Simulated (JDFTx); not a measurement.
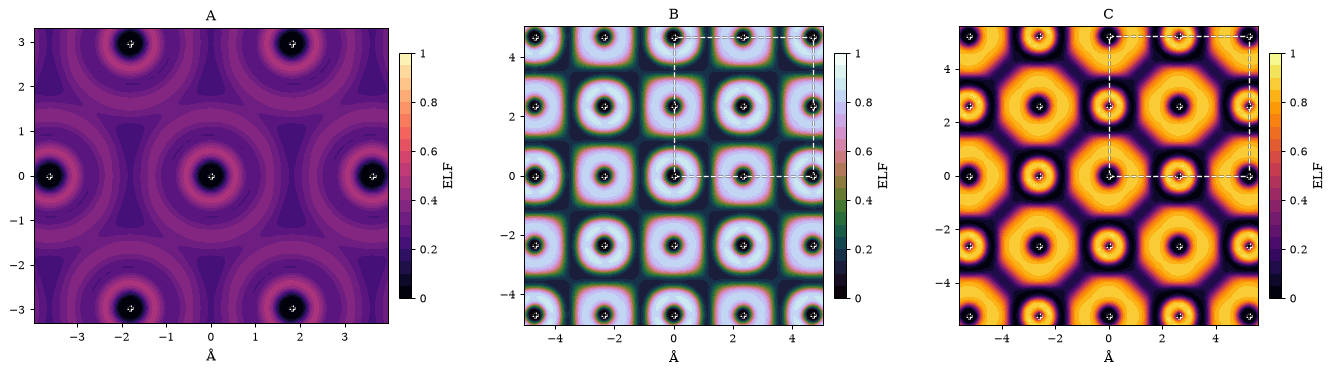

The electron localisation function of 3 systems, each on a plane through atoms (crosses mark nuclei in the plane).

The calculation used JDFTx 1.7.0 (patched build), Kohn-Sham DFT of a periodic cell, PBE, PseudoDojo-SR-PBE-0.5-standard.

System 1: MgS, the (100) plane of the conventional cell. Space group Fm-3m.

```
S Mg
1.0
     5.23776    0.00000    0.00000
     0.00000    5.23776    0.00000
     0.00000    0.00000    5.23776
S Mg
4 4
Direct
  0.50000 0.00000 0.00000
  0.00000 0.50000 0.00000
  0.00000 0.00000 0.50000
  0.50000 0.50000 0.50000
  0.00000 0.00000 0.00000
  0.50000 0.50000 0.00000
  0.50000 0.00000 0.50000
  0.00000 0.50000 0.50000
```

System 2: ZrN, the (010) plane of the conventional cell. Space group Fm-3m; computed pressure about −13 GPa in this cell.

```
Zr N
1.0
     4.69022    0.00000    0.00000
     0.00000    4.69022    0.00000
     0.00000    0.00000    4.69022
Zr N
4 4
Direct
  0.50000 0.00000 0.00000
  0.00000 0.50000 0.00000
  0.00000 0.00000 0.50000
  0.50000 0.50000 0.50000
  0.00000 0.00000 0.00000
  0.50000 0.50000 0.00000
  0.50000 0.00000 0.50000
  0.00000 0.50000 0.50000
```

System 3: Sn, the (101̄) plane of the conventional cell. Space group Immm; a structure from a database of computed crystals, not necessarily the ambient phase; computed pressure about −3 GPa in this cell.

```yaml
crystal:
  lattice:
    - [3.52080, 0.00000, 0.00000]
    - [0.00000, 3.62074, 0.00000]
    - [0.00000, 0.00000, 4.76841]
  atoms:
    - { symbol: Sn, position: [0.00000, 0.00000, 0.00000] }
    - { symbol: Sn, position: [0.50000, 0.50000, 0.50000] }
```

Question: Which map belongs to which system?

Answer: Panel A is system 3, Sn: the plane holds Sn. Sn–Sn (3.47 Å): the ELF is about 0.30 at the midpoint. Panel B is system 2, ZrN: the plane holds Zr and N. Zr–N (2.35 Å): the ELF peaks at about 0.80 in the valence shell of N, 0.6 Å from its nucleus, and is about 0.15 at the midpoint (no localised pair shows between them). Panel C is system 1, MgS: the plane holds S and Mg. Mg–S (2.62 Å): the ELF peaks at about 0.85 in the valence shell of S, 0.9 Å from its nucleus, and falls to about 0.05 next to Mg; a closed-shell, largely ionic contact.
